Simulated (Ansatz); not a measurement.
# Band-structure calculation of Hf

The run: band-structure calculation of Hf (Im-3m, 1 atom in the cell). Method and program: DFT, PBE, PAW with Ansatz's default frozen-core files, scalar-relativistic, no spin polarisation (Ansatz 0.2.0).

The structure derives from a Materials Project entry. It belongs to a series of runs on one base structure; here: functional pbe, PAW files. Figures and captions count atoms from 1; the log counts them from 0 in places.

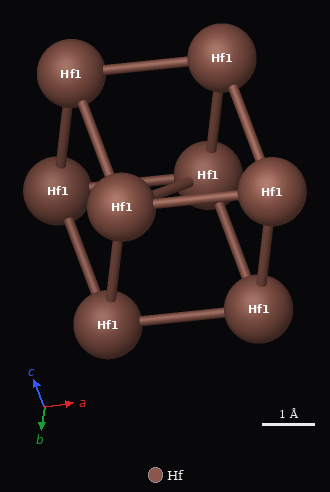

**Figure 1.** The input geometry (ball-and-stick view of the cell of the calculation, seen at an oblique angle; atoms are numbered from 1 in the order of the input). Near neighbours in the crystal (not all of them lie inside the picture): Hf has 8 Hf at 3.06 Å.

### Input
```yaml
crystal:
  lattice:
    - [-1.7674920948, 1.7674920948, 1.7674920948]
    - [1.7674920948, -1.7674920948, 1.7674920948]
    - [1.7674920948, 1.7674920948, -1.7674920948]
  atoms:
    - { symbol: Hf, position: [0.0, 0.0, 0.0] }
kpoints:
  mp_grid: { grid: [14, 14, 14] }
  band_path:
    path:
      - [0.0, 0.0, 0.0]
      - [0.5, -0.5, 0.5]
      - [0.0, 0.0, 0.5]
      - [0.0, 0.0, 0.0]
      - [0.25, 0.25, 0.25]
      - [0.5, -0.5, 0.5]
      - [0.25, 0.25, 0.25]
      - [0.0, 0.0, 0.5]
    npoints: 5
scf:
  occupations: { method: fermi_dirac, width: 0.05 }
hamiltonian:
  xc: pbe
  pseudopotentials: { kind: paw }
output:
  forces: true
  stress: true
  eigenvalues: true
  efg: { contact_densities: true }
```

Machine: 1 thread of an x86-64 CPU, shared host.

Launched with:
```bash
ansatz run input.yaml --threads 1 --pin off --max-ram 2048MiB --backend cpu --events-out ev --progress --plain --runs-dir out
```

### Output
```
Hf: output.efg is read without spin–orbit coupling, which moves field gradients at and beside such atoms by some per cent and up to a factor of two; PAW files take it under magnetization.noncollinear and magnetization.spin_orbit
Engine: ansatz 0.2.0, x86_64-unknown-linux-gnu
Pseudopotentials: kind: paw
Pseudopotential: Hf, paw, valence charge 26, recommended cutoff 420 eV (normal), Hf.paw.azcp
Functional definition: PBE
  parameter kappa = 0.804
  parameter beta = 0.06672455060314922
  exchange = pbe_x(kappa = kappa, mu = beta*pi^2/3)
  correlation = pbe_c(beta = beta)
Crystal: 1 atoms, lattice volume = 22.087 Å³
Basis set: ecut = 420 eV, 429 PW (Γ), exchange–correlation on 48×48×48 points (8 copies of the dense FFT grid, shifted against one another)
Bands: 17, of which v1, the nominal top of the filled ones, is band 13 counted from 1 (12 counted from 0)
Symmetry: 48 space group operations
Space group: Im-3m (ITA 229), of the structure as read, at distance tolerance 2.8e-5 Å
k-points: 104 of 2744
Non-local potential: Hf, projectors of the file, l = 0: 3, l = 1: 2, l = 2: 2, l = 3: 3
PAW form: soft (Blöchl's): semilocal exchange-correlation on the pseudo side does not see the compensation charge
PAW one-centre angular grid: Hf, 590 points (default); XC on 64 Gauss nodes
Initial density: superposition of atomic densities (neutral atoms: chi_scale 0, normalization atom), corrected by the library's trained network
Initial wavefunctions: pseudopotential atomic-orbital guess
Functional: x = pbe(κ = 0.804, μ = 0.2195149727645171), c = pbe(β = 0.06672455060314922)
SCF iter   1: F=—  HF=-15721.189975 eV  |F-HF|=—  |Δ(HF+E_count)|=         —  Δρ=2.58e-3  dr2=6.65e-4  ethr=1.77e-3  ⟨swp⟩=5.2  Hψ=7567  notcnv=0
preconditioner: auto → Kerker (q_TF=auto, 2.803 Å⁻¹)  [metal: Δε(μ)=0.031 eV  Ē_g=18.488 eV  σ=0.050 eV  W_gap=0.15  n_scr=12 (ndim 8)  ℏωp=38.7 eV  f_vac=0.000  D(μ)=2.03/eV (n_scr^D=18)]
SCF iter   2: F=—  HF=-15721.189772 eV  |F-HF|=—  |Δ(HF+E_count)|=   2.03e-4  Δρ=1.52e-3  dr2=2.54e-4  ethr=2.56e-6  ⟨swp⟩=2.6  Hψ=3788  notcnv=0
SCF iter   3: F=—  HF=-15721.189741 eV  |F-HF|=—  |Δ(HF+E_count)|=   3.16e-5  Δρ=2.24e-4  dr2=7.84e-6  ethr=9.77e-7  ⟨swp⟩=1.9  Hψ=2050  notcnv=0
SCF iter   4: F=—  HF=-15721.189741 eV  |F-HF|=—  |Δ(HF+E_count)|=   6.73e-7  Δρ=1.39e-4  dr2=2.96e-6  ethr=3.01e-8  ⟨swp⟩=2.0  Hψ=2992  notcnv=0  defer=1
SCF iter   5: F=—  HF=-15721.189740 eV  |F-HF|=—  |Δ(HF+E_count)|=   1.21e-6  Δρ=5.01e-5  dr2=4.21e-7  ethr=1.14e-8  ⟨swp⟩=2.4  Hψ=3050  notcnv=0  defer=1
SCF iter   6: F=-15721.189740 eV  HF=-15721.189740 eV  |F-HF|=1.04e-8  |Δ(HF+E_count)|=   4.51e-8  Δρ=8.24e-6  dr2=1.61e-8  ethr=3.85e-10  ⟨swp⟩=5.1  Hψ=7463  notcnv=0
SCF 1 converged in 6 iterations: F = -15721.189740 eV  dr2 = 1.61e-8
  greatest PAW one-centre occupation: 0.998 electrons in one spin orbital (limit 2), on the Hf atom at site 0 (counted from 0), in its partial waves of l = 0
```

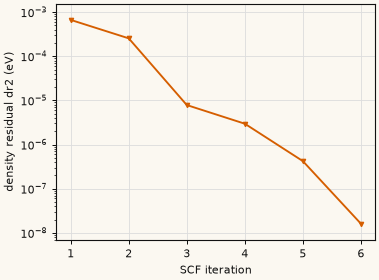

**Figure 2.** Convergence of the self-consistent field: density residual dr2 against the SCF iteration. The residual falls at every step.

```
NSCF: frozen V_eff on 36 k-points
SCF converged after 6 iterations
Free energy (F): -15721.189740 eV
Harris-Foulkes:  -15721.189740 eV  (|F-HF|=1.04e-8)
Internal energy: -15721.173346 eV  (E = F + TS)
E sigma→0 (E₀):  -15721.181543 eV
Entropy (-TS):   -0.016394 eV (-16.394 meV/atom)
Fermi energy:    19.821325 eV
--- Per-component energies (eV) ---
  E_band       = 44.904038
  E_kinetic    = 425.112374
  E_local      = -5035.093235  (includes V_loc(G=0)·N_el)
  E_nonlocal   = -1244.398424
  E_hartree    = 2371.889295
  E_xc         = -300.271346
  E_vxc        = -266.439592  (∫ρ·V_xc dr)
  E_paw        = -6927.798096  (= ΣΔE_a)
  E_vpaw       = 1421.953705  (= ΣTr[D̂ρ^β])
  E_aug_tail   = -0.000001  (compensation charges beyond the density's cutoff)
  E_ewald      = -5010.613913
  E_smearing   = -0.016394  (= −TS)
  E_closure    = -0.000000  (closes the sum)
  Σ components = -15721.189740   (vs F -15721.189740, Δ=0.00e0)
--- Forces (eV/Å), atoms counted from 1 ---
  atom   1  Hf     0.00000000     0.00000000    -0.00000000
  max |Σ_I F_I| component: 2.37e-30 eV/Å
--- Stress (GPa, compression-positive) ---
        0.888900       0.000000       0.000000
       -0.000000       0.888900      -0.000000
        0.000000       0.000000       0.888900
  P = ⅓ Tr σ = 0.8889 GPa (8.889 kbar)
--- PAW observables at the nuclei: V_zz in 10²¹ V/m², potentials from the cell's mean, atoms counted from 1 ---
  atom   1  Hf V_zz =    -0.000000   η = 0.0000   by run symmetry: forbidden
            electrostatic potential = -14183.843647 V   contact ρ = 7528675.634776 e/Å³
--- Band table (eV; the first three rows and the last of 104) ---
  k-point 0: bands = ["-41.6676", "-9.9280", "-9.9280", "-9.9280", "8.3702", "8.3702", "8.3702", "8.4461", "8.4461", "8.4461", "8.4771", "12.7705", "21.3709", "21.3709", "21.3709", "24.1895", "24.1895"]
  k-point 1: bands = ["-41.6640", "-9.9734", "-9.9421", "-9.9282", "8.3714", "8.3729", "8.3729", "8.4435", "8.4452", "8.4452", "8.4735", "12.9617", "21.2368", "21.3193", "21.5616", "23.9754", "24.1886"]
  k-point 2: bands = ["-41.6540", "-10.0988", "-9.9815", "-9.9288", "8.3745", "8.3805", "8.3808", "8.4365", "8.4410", "8.4428", "8.4655", "13.5085", "20.8871", "21.0856", "22.1243", "23.6425", "24.2051"]
  k-point 103: bands = ["-41.5412", "-10.5270", "-10.5270", "-10.5270", "8.3528", "8.4037", "8.4037", "8.4037", "8.4548", "8.4548", "8.4548", "17.2086", "17.2086", "26.7091", "26.7091", "26.7091", "27.1632"]
```

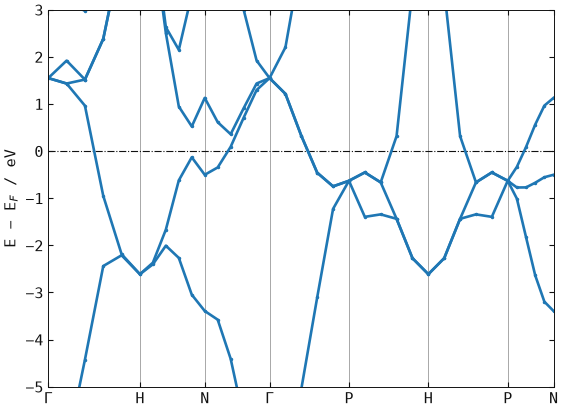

**Figure 3.** Band structure along Γ–H–N–Γ–P–H–P–N, with energies from the Fermi level. Bands cross the Fermi level: a metal at this level of theory.

### Key numbers

| quantity | value |
| --- | --- |
| outcome | converged |
| space group (tolerance 0.01 Å) | Im-3m (229) |
| electrons treated | 26 |
| free energy | −15721.1897 eV |
| Fermi energy | 19.821 eV |
| pressure | 0.89 GPa |
| field gradient V_zz (10²¹ V/m²) | zero at all sites |
| electronic character | metal |
| largest force (length of the vector) | under 0.001 eV/Å |
| wall time | 5.2 s |
| peak memory | 0.45 GiB |

### Notes

The program warns: the field gradients leave out spin–orbit coupling. Spin–orbit coupling is left out, which matters for Hf.
